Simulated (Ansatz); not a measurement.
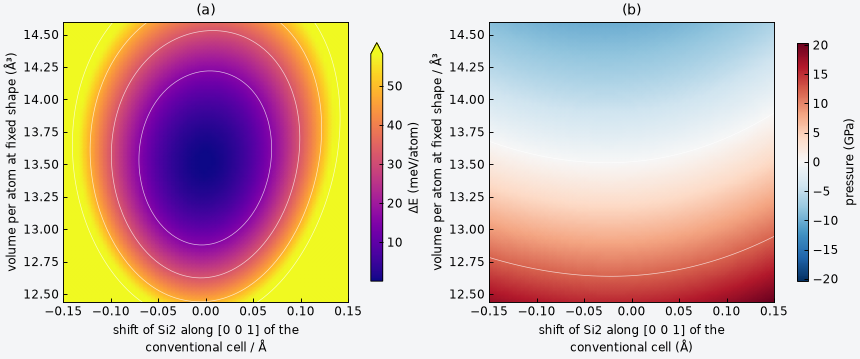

TiSi2 (Immm, No. 71; 3 atoms in the cell). 
- The energy is mapped over a free internal coordinate and the cell.
- Coordinates scanned: (1) shift of Si2 along [0 0 1] of the conventional cell, Cartesian (0 0 1), its symmetry partners moved as symmetry demands (measured in the relaxed cell); (2) volume per atom at fixed shape.
- Nothing is relaxed (all other coordinates fixed).
- The grid has 7 × 7 points.
- Points are written as (first, second).
- Energies are in meV/atom, from the lowest grid point.
- The calculation used DFT LDA, scalar-relativistic, plane waves, PAW in Ansatz. Settings: cutoff 520 eV, k-mesh 18×18×18, gaussian smearing 0.15 eV, no spin polarisation.

Panel (a) is the energy; panel (b) is the computed pressure, in GPa.

In the figure: a smooth colour map with a few white contour lines, one colour for all values above the top of the scale. Between grid points the surface is interpolated.

How does the pressure vary over the map, and what is it at the lowest grid point?

It runs from −10.1 GPa at (−0.05 Å, 14.60 Å³) to 20.4 GPa at (0.15 Å, 12.44 Å³). At the lowest grid point, (0.00 Å, 13.52 Å³), it is 0.0 GPa. The pressure is minus the slope of the energy with volume, so it vanishes at the true minimum, which need not be a grid point.

| second ↓, first → | −0.15 | −0.10 | −0.05 | 0.00 | 0.05 | 0.10 | 0.15 |
| --- | --- | --- | --- | --- | --- | --- | --- |
| 14.60 | −8.7 | −9.7 | −10.1 | −10.1 | −9.5 | −8.3 | −6.5 |
| 14.24 | −5.7 | −6.7 | −7.2 | −7.2 | −6.6 | −5.3 | −3.4 |
| 13.88 | −2.2 | −3.3 | −3.9 | −3.8 | −3.2 | −1.9 | 0.2 |
| 13.52 | 1.8 | 0.6 | 0.0 | 0.0 | 0.7 | 2.1 | 4.2 |
| 13.16 | 6.5 | 5.1 | 4.5 | 4.4 | 5.2 | 6.6 | 8.9 |
| 12.80 | 11.8 | 10.3 | 9.6 | 9.6 | 10.3 | 11.9 | 14.3 |
| 12.44 | 17.9 | 16.3 | 15.5 | 15.4 | 16.2 | 17.9 | 20.4 |

PAW datasets: the set soft_1.
